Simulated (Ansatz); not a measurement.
System: Co, space group Fd-3m (No. 227) (one of a set of cubic test structures, which need not be the stable phase).

One of the inputs:
```
crystal:
  lattice:
    - [0.0, 2.443581840763, 2.443581840763]
    - [2.443581840763, 0.0, 2.443581840763]
    - [2.443581840763, 2.443581840763, 0.0]
  atoms:
    - { symbol: Co, position: [0, 0, 0] }
    - { symbol: Co, position: [0.25, 0.25, 0.25] }
kpoints:
  mp_grid: { grid: [19, 19, 19] }
hamiltonian:
  xc: pbe
  pseudopotentials: { kind: paw }
scf:
  occupations: { method: fermi_dirac, width: 0.061225619053 }
  convergence: { dr2_threshold: "1e-9 eV" }
  max_iter: 300
output:
  forces: true
  stress: true
basis:
  ecutwfc: 700
```

Run as:
```bash
ansatz run input.yaml --threads 1
```

Calculation (Ansatz 0.2.0 development build): equation of state of a cubic crystal from periodic Kohn-Sham density functional theory without spin, third-order Birch-Murnaghan fit to the free energies; pressure corrected for the finite basis. Level: PBE.

- structure type: diamond
- atoms in cell: 2
- space group number: 227
- lattice centring: face-centred primitive
- k mesh: 19×19×19
- occupation method: Fermi–Dirac
- occupation width: 0.06123 eV
- wave cutoff: 700 eV
- datasets: soft-1 PAW
- density tolerance: 1e−09 eV
- bands: 21
- density cutoff ratio: 4
- search for lower states: default

Predict the energy above the lowest point and pressure against volume. The volume takes the values 14.00, 14.29, 14.59, 14.89, 15.48 Å³/atom.

A third-order Birch–Murnaghan fit gives V0 = 14.88 Å³/atom, B0 = 132 GPa and B′ = 4.7. The energy above the lowest point is 24.6 meV/atom at volume 14.00 Å³/atom and 9.3 meV/atom at 15.48 Å³/atom; the lowest computed point is at volume 14.89 Å³/atom (0.0 meV/atom), and no other minimum shows. The pressure falls from 9.4 GPa at volume 14.00 Å³/atom to −4.8 GPa at 15.48 Å³/atom, and changes sign near 14.88 Å³/atom.

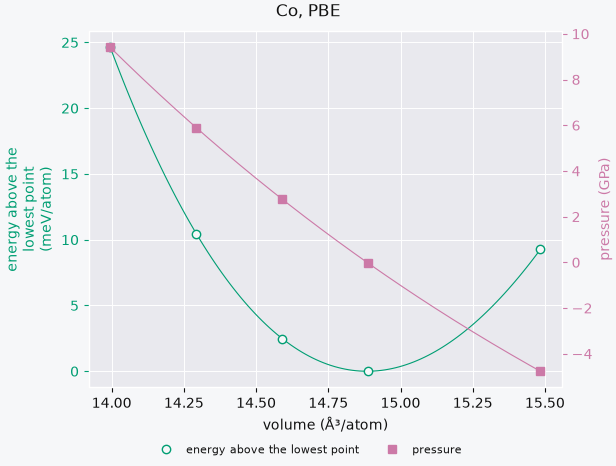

Limits of the calculation: cubic model structure, not the ambient form; modest k-mesh, values are not fully converged in k; no spin polarisation, a magnetic state may lie lower.
